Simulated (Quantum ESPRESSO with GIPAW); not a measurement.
# 29Si and 17O NMR of SiO2, calculated

Wanted: NMR shieldings for each site of SiO2.

Method: DFT, PBEsol, plane-wave PAW (pslibrary 1.0.0 recipes), scalar-relativistic, GIPAW; a patched development version of the program, in Quantum ESPRESSO with GIPAW 8.0dev (patched build).

### Step 1. The starting structure

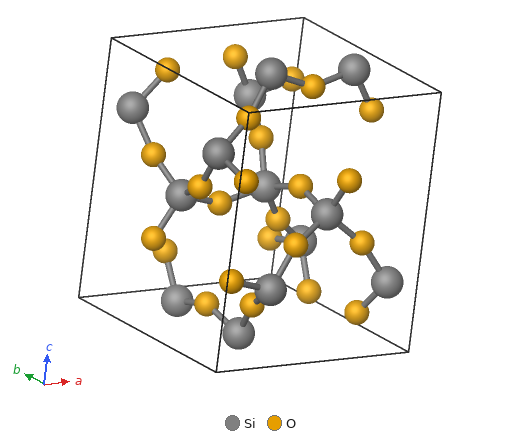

Start, viewed from a free direction; silicon grey, oxygen orange. Some periodic images of atoms are drawn too.

The cell is an entry of the Crystallography Open Database; it need not be the form that is stable at ambient conditions.

This structure had its atoms relaxed beforehand (DFT, PBEsol, plane-wave PAW (pslibrary 1.0.0 recipes), Quantum ESPRESSO with GIPAW), starting from the database entry, since shieldings follow bond lengths closely.

### Step 2. Ground state

First the ground state. The response equations take the occupied wavefunctions as exact, so conv_thr is set much tighter than for an energy. No empty states are asked for: the response is solved without them. The mesh has a spacing of 0.43 Å⁻¹ at most. The PAW files were made with ld1.x from the pslibrary 1.0.0 recipes, with GIPAW reconstruction switched on.

File scf.in:

```
&control
  calculation = 'scf'
  prefix = 'x'
  outdir = './tmp/'
  pseudo_dir = './'
/
&system
  ibrav = 0
  nat = 36
  ntyp = 2
  ecutwfc = 55
  ecutrho = 330
  nbnd = 96
/
&electrons
  conv_thr = 1.0d-10
  mixing_beta = 0.7
  electron_maxstep = 100
/
ATOMIC_SPECIES
  Si 28.085 Si.pbesol-n-kjpaw_psl.1.0.0-gipaw.UPF
  O 15.999 O.pbesol-n-kjpaw_psl.1.0.0-gipaw.UPF
CELL_PARAMETERS angstrom
  7.44620000 0.00000000 0.00000000
  0.00000000 7.44620000 0.00000000
  0.00000000 0.00000000 8.58380000
ATOMIC_POSITIONS crystal
  Si 0.91030258 0.08969742 0.25000000
  Si 0.58969742 0.58969742 0.50000000
  Si 0.08969742 0.91030258 0.75000000
  Si 0.41030258 0.41030258 0.00000000
  Si 0.11683292 0.32228198 0.74078824
  Si 0.17771802 0.61683292 0.49078824
  Si 0.88316708 0.67771802 0.24078824
  Si 0.82228198 0.38316708 -0.00921176
  Si 0.61683292 0.17771802 0.50921176
  Si 0.67771802 0.88316708 0.75921176
  Si 0.38316708 0.82228198 1.00921176
  Si 0.32228198 0.11683292 0.25921176
  O 0.28597548 0.36635887 0.85151973
  O 0.13364113 0.78597548 0.60151973
  O 0.71402452 0.63364113 0.35151973
  O 0.86635887 0.21402452 0.10151973
  O 0.78597548 0.13364113 0.39848027
  O 0.63364113 0.71402452 0.64848027
  O 0.21402452 0.86635887 0.89848027
  O 0.36635887 0.28597548 0.14848027
  O 0.12012361 0.11373330 0.69299159
  O 0.38626670 0.62012361 0.44299159
  O 0.87987639 0.88626670 0.19299159
  O 0.61373330 0.37987639 0.94299159
  O 0.62012361 0.38626670 0.55700841
  O 0.88626670 0.87987639 0.80700841
  O 0.37987639 0.61373330 0.05700841
  O 0.11373330 0.12012361 0.30700841
  O 0.12711579 0.43311562 0.58012012
  O 0.06688438 0.62711579 0.33012012
  O 0.87288421 0.56688438 0.08012012
  O 0.93311562 0.37288421 0.83012012
  O 0.62711579 0.06688438 0.66987988
  O 0.56688438 0.87288421 0.91987988
  O 0.37288421 0.93311562 0.16987988
  O 0.43311562 0.12711579 0.41987988
K_POINTS automatic
  2 2 2 1 1 1
```

Command:

```sh
$ mpirun -np 4 pw.x -nk 2 -in scf.in > scf.out
```

Log:

```text
using ibrav=0 with symmetry is DISCOURAGED, use correct ibrav instead

     suboptimal parallelization: some nodes have no k-points

     bravais-lattice index     =            0
     lattice parameter (alat)  =      14.0713  a.u.
     unit-cell volume          =    3211.7785 (a.u.)^3
     number of atoms/cell      =           36
     number of atomic types    =            2
     number of electrons       =       192.00
     number of Kohn-Sham states=           96
     kinetic-energy cutoff     =      55.0000  Ry
     charge density cutoff     =     330.0000  Ry
     scf convergence threshold =      1.0E-10
     mixing beta               =       0.7000
     number of iterations used =            8  plain     mixing
     Exchange-correlation= SLA-PW-PSX-PSC
                           (   1   4  10   8   0   0   0)
[...]
Si                4.00    28.08500     Si( 1.00)
     O                 6.00    15.99900     O ( 1.00)

      8 Sym. Ops. (no inversion) found ( 6 have fractional translation)
[...]
number of k points=     1
[...]
Dense  grid:   325077 G-vectors     FFT dimensions: (  90,  90,  96)

     Smooth grid:   177085 G-vectors     FFT dimensions: (  72,  72,  80)

     Check: negative core charge=   -0.000003

     Initial potential from superposition of free atoms

     starting charge     191.9935, renormalised to     192.0000
     Starting wfcs are  144 randomized atomic wfcs

     Self-consistent Calculation

     iteration #  1     ecut=    55.00 Ry     beta= 0.70
     Davidson diagonalization with overlap
     ethr =  1.00E-02,  avg # of iterations =  2.0

     total energy              =   -1531.36587813 Ry
     estimated scf accuracy    <      11.39152396 Ry

     iteration #  2     ecut=    55.00 Ry     beta= 0.70
     Davidson diagonalization with overlap
     ethr =  5.93E-03,  avg # of iterations = 12.0

     total energy              =   -1538.52725359 Ry
     estimated scf accuracy    <       4.48270370 Ry

     iteration #  3     ecut=    55.00 Ry     beta= 0.70
     Davidson diagonalization with overlap
     ethr =  2.33E-03,  avg # of iterations =  2.0

     total energy              =   -1538.29222534 Ry
     estimated scf accuracy    <       1.36769691 Ry

[...]
total energy              =   -1539.53234509 Ry
[...]
iteration # 42     ecut=    55.00 Ry     beta= 0.70
     Davidson diagonalization with overlap
     ethr =  3.63E-13,  avg # of iterations =  1.0

     total energy              =   -1539.53234509 Ry
     estimated scf accuracy    <          4.5E-10 Ry

     iteration # 43     ecut=    55.00 Ry     beta= 0.70
     Davidson diagonalization with overlap
     ethr =  2.34E-13,  avg # of iterations =  5.0

     End of self-consistent calculation
     [one-electron energies left out]

!    total energy              =   -1539.53234509 Ry
     total all-electron energy =    -10552.813273 Ry
     estimated scf accuracy    <          3.5E-11 Ry

     The total energy is the sum of the following terms:
     one-electron contribution =    -442.68861529 Ry
     hartree contribution      =     326.39586755 Ry
     xc contribution           =    -254.73813637 Ry
     ewald contribution        =    -533.77586750 Ry
     one-center paw contrib.   =    -634.72559348 Ry

     convergence has been achieved in  43 iterations
[...]
JOB DONE.
```

The job ended after 5 min (4 MPI ranks of Arm Neoverse V2, shared host; peak memory 1.9 GiB; 20 min of CPU time).

It converged in 43 cycles to an estimated accuracy of 4e-11 Ry, on 1 irreducible k-points.

### Step 3. Magnetic response

The job finds the current that a weak uniform field induces (applied as a long wave, q_gipaw) and the field that this current makes at each nucleus. On atoms with p or d valence electrons much of the paramagnetic part arises close to the nucleus, where the PAW partial waves rebuild the true states. pawproj makes the reconstruction use the PAW data sets' own projectors.

File nmr.in:

```
&inputgipaw
  job = 'nmr'
  prefix = 'x'
  tmp_dir = './tmp/'
  restart_mode = 'from_scratch'
  verbosity = 'low'
  q_gipaw = 0.01
  spline_ps = .true.
  conv_threshold = 1.0d-11
  use_nmr_macroscopic_shape = .false.
  pawproj(1) = .true.
  pawproj(2) = .true.
/
```

Command:

```sh
$ mpirun -np 4 gipaw.x -in nmr.in > nmr.out
```

Log:

```text
[banner, memory and clock lines left out]
[a note of our patched build left out]

     Parallelizing q-star over 1 images

     IMPORTANT: XC functional enforced from input :
     Exchange-correlation= PBESOL
                           (   1   4  10   8   0   0   0)
     Any further DFT definition will be discarded
     Please, verify this is what you really want

     Check: negative core charge=   -0.000003
[...]
alpha_pv=     38.1573 eV

     spline_ps is .false., expect some extrapolation errors

     q-space interpolation up to    66.00 Rydberg

     GIPAW job: nmr
     NMR macroscopic correction: no
[...]
Computing the magnetic susceptibility     isolve=0    ethr=  0.1000E-10
     Starting from scratch
     k-point #    1 of     1      pool #  1    cpu time:       2.2

     End of magnetic susceptibility calculation

     f-sum rule (1st term):
          -180.7672          0.0000          0.0000
             0.0000       -180.7672          0.0000
             0.0000          0.0000       -180.8033

     f-sum rule (2nd term):
            -4.1622          0.0000          0.0000
             0.0000         -4.1622          0.0000
             0.0000          0.0000         -4.1455

     f-sum rule (should be  -184.9401):
          -184.9294          0.0000          0.0000
             0.0000       -184.9294          0.0000
             0.0000          0.0000       -184.9488

[... susceptibilities left out ...]
     Contributions to the NMR chemical shifts: -------------------------------

     Macroscopic shape contribution in ppm:                    0.00
             0.0000          0.0000          0.0000
             0.0000          0.0000          0.0000
             0.0000          0.0000          0.0000

     Core contribution in ppm:

     Atom  1  Si  pos: (  0.910303  0.089697  0.288194)  core sigma:         836.91
     Atom  2  Si  pos: (  0.589697  0.589697  0.576388)  core sigma:         836.91
     Atom  3  Si  pos: (  0.089697  0.910303  0.864582)  core sigma:         836.91
     Atom  4  Si  pos: (  0.410303  0.410303  0.000000)  core sigma:         836.91
     Atom  5  Si  pos: (  0.116833  0.322282  0.853963)  core sigma:         836.91
     Atom  6  Si  pos: (  0.177718  0.616833  0.565769)  core sigma:         836.91
     Atom  7  Si  pos: (  0.883167  0.677718  0.277575)  core sigma:         836.91
     Atom  8  Si  pos: (  0.822282  0.383167 -0.010619)  core sigma:         836.91
     Atom  9  Si  pos: (  0.616833  0.177718  0.587007)  core sigma:         836.91
     Atom 10  Si  pos: (  0.677718  0.883167  0.875201)  core sigma:         836.91
     Atom 11  Si  pos: (  0.383167  0.822282  1.163395)  core sigma:         836.91
     Atom 12  Si  pos: (  0.322282  0.116833  0.298813)  core sigma:         836.91
     Atom 13  O   pos: (  0.285975  0.366359  0.981611)  core sigma:         270.50
     Atom 14  O   pos: (  0.133641  0.785975  0.693417)  core sigma:         270.50
     Atom 15  O   pos: (  0.714025  0.633641  0.405223)  core sigma:         270.50
     Atom 16  O   pos: (  0.866359  0.214025  0.117029)  core sigma:         270.50
     Atom 17  O   pos: (  0.785975  0.133641  0.459358)  core sigma:         270.50
     Atom 18  O   pos: (  0.633641  0.714025  0.747552)  core sigma:         270.50
     Atom 19  O   pos: (  0.214025  0.866359  1.035746)  core sigma:         270.50
     Atom 20  O   pos: (  0.366359  0.285975  0.171164)  core sigma:         270.50
     Atom 21  O   pos: (  0.120124  0.113733  0.798864)  core sigma:         270.50
     Atom 22  O   pos: (  0.386267  0.620124  0.510670)  core sigma:         270.50
[...]
Atom 35  O   pos: (  0.372884  0.933116  0.195833)  core sigma:         270.50
     Atom 36  O   pos: (  0.433116  0.127116  0.484027)  core sigma:         270.50

     Bare contribution in ppm:

     Atom  1  Si  pos: (  0.910303  0.089697  0.288194)  bare sigma:         -26.77
[...]
Atom  2  Si  pos: (  0.589697  0.589697  0.576388)  bare sigma:         -26.77
[...]
Atom  3  Si  pos: (  0.089697  0.910303  0.864582)  bare sigma:         -26.77
[...]
Atom  4  Si  pos: (  0.410303  0.410303  0.000000)  bare sigma:         -26.77
[...]
Atom  5  Si  pos: (  0.116833  0.322282  0.853963)  bare sigma:         -26.85
[...]
Atom  6  Si  pos: (  0.177718  0.616833  0.565769)  bare sigma:         -26.85
[...]
Atom  7  Si  pos: (  0.883167  0.677718  0.277575)  bare sigma:         -26.85
[...]
Atom  8  Si  pos: (  0.822282  0.383167 -0.010619)  bare sigma:         -26.85
[...]
Atom  9  Si  pos: (  0.616833  0.177718  0.587007)  bare sigma:         -26.85
[...]
Atom 10  Si  pos: (  0.677718  0.883167  0.875201)  bare sigma:         -26.85
[...]
Atom 11  Si  pos: (  0.383167  0.822282  1.163395)  bare sigma:         -26.85
[...]
Atom 12  Si  pos: (  0.322282  0.116833  0.298813)  bare sigma:         -26.85
[...]
Atom 13  O   pos: (  0.285975  0.366359  0.981611)  bare sigma:          59.70
[...]
Atom 15  O   pos: (  0.714025  0.633641  0.405223)  para_lq sigma:        -202.76
[...]
Atom 16  O   pos: (  0.866359  0.214025  0.117029)  para_lq sigma:        -202.76
[...]
Atom 17  O   pos: (  0.785975  0.133641  0.459358)  para_lq sigma:        -202.76
[...]
Atom 18  O   pos: (  0.633641  0.714025  0.747552)  para_lq sigma:        -202.76
[...]
Atom 19  O   pos: (  0.214025  0.866359  1.035746)  para_lq sigma:        -202.76
[...]
Atom 20  O   pos: (  0.366359  0.285975  0.171164)  para_lq sigma:        -202.76
[...]
Atom 21  O   pos: (  0.120124  0.113733  0.798864)  para_lq sigma:        -202.14
[...]
Atom 22  O   pos: (  0.386267  0.620124  0.510670)  para_lq sigma:        -202.14
[...]
Atom 35  O   pos: (  0.372884  0.933116  0.195833)  para_lq sigma:        -202.33
[...]
Atom 36  O   pos: (  0.433116  0.127116  0.484027)  para_lq sigma:        -202.33
[...]
Total NMR chemical shifts in ppm: ---------------------------------------
     (adopting the Simpson convention for anisotropy and asymmetry)-----------

     Atom  1  Si  pos: (  0.910303  0.089697  0.288194)  Total sigma:         439.21
           440.5612          1.1671          4.3275
             1.1671        440.5612          4.3275
            -2.0569         -2.0569        436.5202

     Si      1    anisotropy:     -4.72    eta:    0.8858
[...]
Atom  2  Si  pos: (  0.589697  0.589697  0.576388)  Total sigma:         439.21
[... its tensor is left out ...]
     Atom  3  Si  pos: (  0.089697  0.910303  0.864582)  Total sigma:         439.21
[... its tensor is left out ...]
     Atom  4  Si  pos: (  0.410303  0.410303  0.000000)  Total sigma:         439.21
[... its tensor is left out ...]
     Atom  5  Si  pos: (  0.116833  0.322282  0.853963)  Total sigma:         435.88
           426.2103         -0.8125         -3.5607
            -1.5935        444.7168         -7.6277
            -4.5940         -4.0483        436.7265

     Si      5    anisotropy:     17.92    eta:    0.9364
[...]
Atom  6  Si  pos: (  0.177718  0.616833  0.565769)  Total sigma:         435.88
[... its tensor is left out ...]
     Atom  7  Si  pos: (  0.883167  0.677718  0.277575)  Total sigma:         435.88
[... its tensor is left out ...]
     Atom  8  Si  pos: (  0.822282  0.383167 -0.010619)  Total sigma:         435.88
[... its tensor is left out ...]
     Atom  9  Si  pos: (  0.616833  0.177718  0.587007)  Total sigma:         435.88
[... its tensor is left out ...]
     Atom 10  Si  pos: (  0.677718  0.883167  0.875201)  Total sigma:         435.88
[... its tensor is left out ...]
     Atom 11  Si  pos: (  0.383167  0.822282  1.163395)  Total sigma:         435.88
[... its tensor is left out ...]
     Atom 12  Si  pos: (  0.322282  0.116833  0.298813)  Total sigma:         435.88
[... its tensor is left out ...]
     Atom 13  O   pos: (  0.285975  0.366359  0.981611)  Total sigma:         209.44
           222.6210         15.4464         42.3632
            15.9393        181.6002         13.4850
            41.9518         12.5922        224.0932

     O      13    anisotropy:     91.11    eta:    0.0961
[...]
Atom 14  O   pos: (  0.133641  0.785975  0.693417)  Total sigma:         209.44
[... its tensor is left out ...]
     Atom 15  O   pos: (  0.714025  0.633641  0.405223)  Total sigma:         209.44
[... its tensor is left out ...]
     Atom 16  O   pos: (  0.866359  0.214025  0.117029)  Total sigma:         209.44
[... its tensor is left out ...]
     Atom 17  O   pos: (  0.785975  0.133641  0.459358)  Total sigma:         209.44
[... its tensor is left out ...]
     Atom 18  O   pos: (  0.633641  0.714025  0.747552)  Total sigma:         209.44
[... its tensor is left out ...]
     Atom 19  O   pos: (  0.214025  0.866359  1.035746)  Total sigma:         209.44
[... its tensor is left out ...]
     Atom 20  O   pos: (  0.366359  0.285975  0.171164)  Total sigma:         209.44
[... its tensor is left out ...]
     Atom 21  O   pos: (  0.120124  0.113733  0.798864)  Total sigma:         207.22
           179.8630          3.7774         -1.8033
             5.0021        255.0813         -1.7917
            -1.5755         -0.3177        186.7091

     O      21    anisotropy:     72.21    eta:    0.1619
[...]
Atom 22  O   pos: (  0.386267  0.620124  0.510670)  Total sigma:         207.22
[... its tensor is left out ...]
     Atom 23  O   pos: (  0.879876  0.886267  0.222476)  Total sigma:         207.22
[... its tensor is left out ...]
     Atom 24  O   pos: (  0.613733  0.379876  1.087058)  Total sigma:         207.22
[... its tensor is left out ...]
     Atom 25  O   pos: (  0.620124  0.386267  0.642106)  Total sigma:         207.22
[... its tensor is left out ...]
     Atom 26  O   pos: (  0.886267  0.879876  0.930300)  Total sigma:         207.22
[... its tensor is left out ...]
     Atom 27  O   pos: (  0.379876  0.613733  0.065718)  Total sigma:         207.22
[... its tensor is left out ...]
     Atom 28  O   pos: (  0.113733  0.120124  0.353912)  Total sigma:         207.22
[... its tensor is left out ...]
     Atom 29  O   pos: (  0.127116  0.433116  0.668749)  Total sigma:         209.45
           180.5917          9.1773         -6.2211
            10.2768        226.6136        -38.9311
            -6.9295        -38.3995        221.1391

     O      29    anisotropy:     82.20    eta:    0.1298
[...]
Atom 30  O   pos: (  0.066884  0.627116  0.380555)  Total sigma:         209.45
[... its tensor is left out ...]
     Atom 31  O   pos: (  0.872884  0.566884  0.092361)  Total sigma:         209.45
[... its tensor is left out ...]
     Atom 32  O   pos: (  0.933116  0.372884  0.956942)  Total sigma:         209.45
[... its tensor is left out ...]
     Atom 33  O   pos: (  0.627116  0.066884  0.772221)  Total sigma:         209.45
[... its tensor is left out ...]
     Atom 34  O   pos: (  0.566884  0.872884  1.060415)  Total sigma:         209.45
[... its tensor is left out ...]
     Atom 35  O   pos: (  0.372884  0.933116  0.195833)  Total sigma:         209.45
[... its tensor is left out ...]
     Atom 36  O   pos: (  0.433116  0.127116  0.484027)  Total sigma:         209.45
[... its tensor is left out ...]
```

Elapsed: 11 min, on 4 MPI ranks; peak memory 2.2 GiB; 45 min of CPU time.

The f-sum rule is met to 0.011 of 184.9 (0.006 %). Converged shieldings require that this miss be small, but a small miss does not prove them.

From the symmetric part of each tensor, with principal values σ11 ≤ σ22 ≤ σ33: σ_iso is their mean, the span is σ33 − σ11 and the skew 3(σ_iso − σ22)/span. (gipaw.x prints an anisotropy in another convention.)

| site | atom no. | atoms in cell | σ_iso (ppm) | span (ppm) | skew |
| --- | --- | --- | --- | --- | --- |
| Si(1) | 1 | 4 | 439.2 | 6.1 | -0.09 |
| Si(2) | 5 | 8 | 435.9 | 23.5 | 0.05 |
| O(1) | 13 | 8 | 209.4 | 94.0 | 0.88 |
| O(2) | 21 | 8 | 207.2 | 76.1 | 0.80 |
| O(3) | 29 | 8 | 209.4 | 85.8 | 0.83 |

The macroscopic shape term is switched off. For a spherical sample the valence susceptibility of this run would add about 8 ppm to every site, a rough estimate, since the susceptibility converges slowly and lacks part of the PAW terms. Differences within the crystal don't depend on it, but shieldings of different compounds can't be compared to better than a few ppm without it.

In this run the largest span is that of O(1) (site symmetry 1), with principal values 176.2, 182.0 and 270.2 ppm.

17O also has a quadrupolar coupling here. It is not given: on PAW files the efg job of this gipaw.x leaves out the augmentation charge of neighbouring atoms and can miss by tens of per cent.

### Step 4. From shieldings to shifts

Covalently bonded atoms count as neighbours within 1.18 times the sum of their radii. Otherwise a cation's neighbours lie within 1.2 times its shortest bond (1.3 for large cations, each anion's radius taken off where they differ), and an anion's are the cations that count it.

| site | atom no. | atoms in cell | surroundings | bonds (Å) | σ_iso (ppm) |
| --- | --- | --- | --- | --- | --- |
| Si(1) | 1 | 4 | SiO4, Q4 | 1.608 | 439.2 |
| Si(2) | 5 | 8 | SiO4, Q4 | 1.61 to 1.61 | 435.9 |
| O(1) | 13 | 8 | bridging Si-O-Si, 163° | 1.610 | 209.4 |
| O(2) | 21 | 8 | bridging Si-O-Si, 146° | 1.607 | 207.2 |
| O(3) | 29 | 8 | bridging Si-O-Si, 149° | 1.611 | 209.4 |

The 2 Si sites spread over 3.3 ppm in shielding, from Si(2) (least shielded) to Si(1). The 3 O sites spread over 2.2 ppm in shielding, from O(2) (least shielded) to O(3).

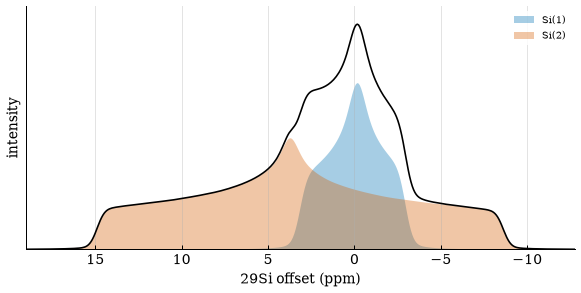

Simulated spectrum: 29Si static powder, 9.4 T (79.6 MHz), lines broadened by 0.8 ppm; the axis counts ppm from the isotropic position of Si(1), as −Δσ; rigid lattice, with dipolar and J couplings left out. Most prominent maxima (ppm: height): -0.2: 1.00.

### Step 5. What came out

```yaml
29si_shielding_without_shape_term: 435.9, 439.2 ppm
17o_shielding_without_shape_term: 207.2, 209.4, 209.4 ppm
```

**Reading.** 29Si has 2 sites, in the ratio 2:1: Si(2) (SiO4, Q4) at a shielding of 435.9 and Si(1) (SiO4, Q4) at a shielding of 439.2 ppm, shape term left out. A shift needs a reference, δ = σ_ref − σ, fixed on measured compounds; for 29Si of this kind at this level too few were at hand, or they scattered too widely about a line, so none is given. No sound run at another cutoff or mesh is at hand, so convergence rests on the f-sum rule and on experience with these files. This build of gipaw.x prints that it is not audited and that its numbers are no references by themselves. It also reports spline_ps as false although the input sets it; why was not traced.

[Banner, clock, file and message-heading lines were taken out of the pw.x and gipaw.x logs.]

[Logs are printed without paths, hosts, clocks, repeated set-up lines and the standing remarks that a program may print on its own settings, such as how far it seeks lower states.]

[Hosts, paths, dates, database ids (printed as entryN), source tags and the programs' standing remarks are cut or masked in the printed files.]

[Where no reference line passes its bar on scatter, no shift is given, so a measured shift of this compound may stand uncompared.]
